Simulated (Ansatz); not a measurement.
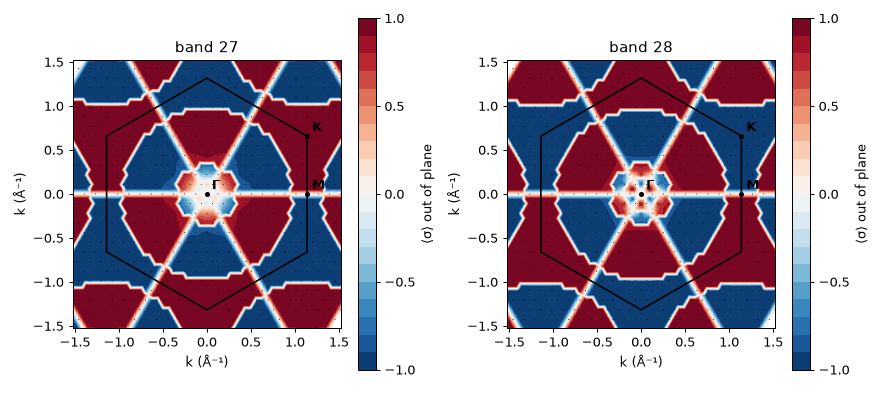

Spin texture of a single layer of WS2 (space group of the slab cell P-6m2) in the plane k₃ = 0, seen along b₁ × b₂: arrows give the in-plane part of ⟨σ⟩, colours the part out of the plane.

All numbers here come from DFT PBE, spin-orbit coupling, plane waves, PAW; levels and slopes on a dense k mesh at the converged density in Ansatz 0.2.0. Non-magnetic. k mesh for the levels: 36×36×1. The geometry was not relaxed. The cell comes from a database of computed structures, not from a measurement.

Q: How is the spin locked to momentum in these bands?

A: Band 27 (conduction band): the spin expectation value has a mean length of 0.8, almost wholly out of the plane; its out-of-plane part is +0.9 at the labelled K point and −0.9 at the opposite point, so spin is locked to the valley. Band 28 (conduction band): the spin expectation value has a mean length of 0.9, almost wholly out of the plane; its out-of-plane part is −1.0 at the labelled K point and +1.0 at the opposite point, so spin is locked to the valley.

Q: Why are these bands spin-split?

A: The structure has no inversion centre, so spin-orbit coupling splits the pair at general k (symmetry can keep it degenerate on some lines and at time-reversal-invariant points), and the spin at −k is opposite to that at k. Bands 27 and 28 lie up to 0.28 eV apart in this plane.
